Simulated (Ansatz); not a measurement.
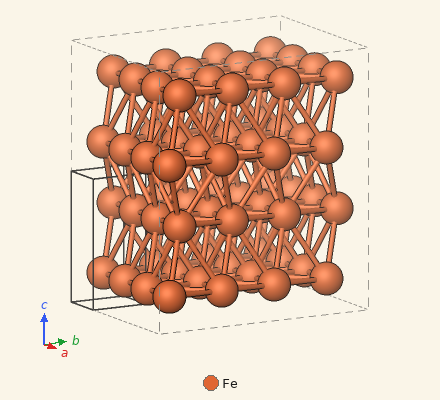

Fe (P6_3/mmc, No. 194): the end point of a relaxation at fixed volume with DFT r2SCAN, scalar-relativistic, plane waves, PAW in Ansatz; the starting structure was generated, so it need not be a known form of this composition.

```cif
data_structure
_symmetry_space_group_name_H-M 'P6_3/mmc'
_symmetry_Int_Tables_number 194
_cell_length_a 2.5313
_cell_length_b 2.5313
_cell_length_c 4.3682
_cell_angle_alpha 90.000
_cell_angle_beta 90.000
_cell_angle_gamma 120.000
_cell_volume 24.24
loop_
_atom_site_label
_atom_site_type_symbol
_atom_site_symmetry_multiplicity
_atom_site_Wyckoff_symbol
_atom_site_fract_x
_atom_site_fract_y
_atom_site_fract_z
_atom_site_occupancy
Fe1 Fe 2 d 0.33333 0.66667 0.75000 1
```

What will a HAADF-like image along [102] show? Simulated incoherent Z contrast: every atom adds Z^1.6 spread by a probe of 0.59 Å full width; channelling and multiple scattering are left out. The probe carries 15 % of its weight in a tail 2.5 times as wide. A slight drift and the speckle of an amorphous layer were added.

Answer. The columns repeat on a rectangular net of 1.22 × 2.19 Å (plane group p2mg). All columns are alike (Fe). The shortest distance between visible columns is 0.95 Å in projection. Along the beam the structure repeats every 9.10 Å.

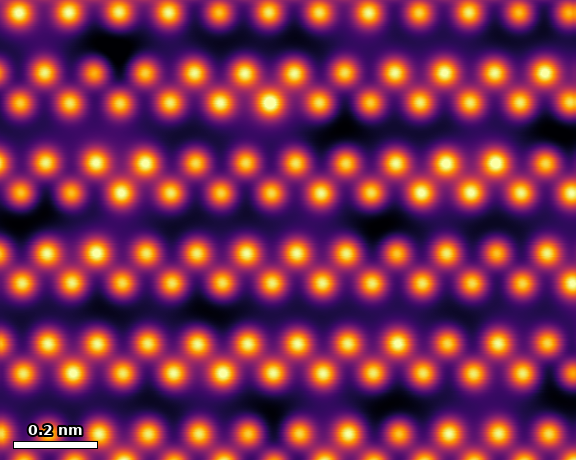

The simulated image.
